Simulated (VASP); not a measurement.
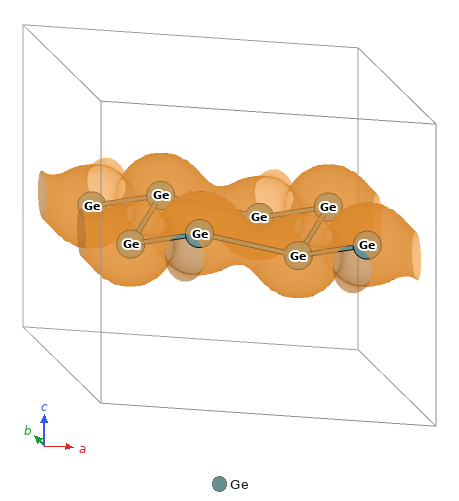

*Ge. Isosurface of the valence pseudo-density at 0.4 e/Å³ (orange), seen slightly off an axis. Sticks mark near contacts.*

All numbers below come from Kohn-Sham DFT of a periodic cell, HSE06, VASP PAW PBE potentials, recommended in VASP.

In a PAW calculation such maps are meaningful between the atoms, not at the nuclei.

```yaml
crystal:
  lattice:
    - [3.98010, 0.00000, 0.00000]
    - [-1.99005, 3.44686, 0.00000]
    - [0.00000, 0.00000, 16.68000]
  atoms:
    - { symbol: Ge, position: [0.33333, 0.66667, 0.48117] }
    - { symbol: Ge, position: [0.66667, 0.33333, 0.51883] }
```

### How is the density connected at this value?

At this value the density is joined into sheets; it holds about 80 % of the electrons treated as valence. It bridges the sampled Ge–Ge (2.38 Å) contact, where the density stays above the isovalue. On the grid the lowest density along these lines, outside the cores, is 0.56 e/Å³ (Ge–Ge, 2.38 Å).
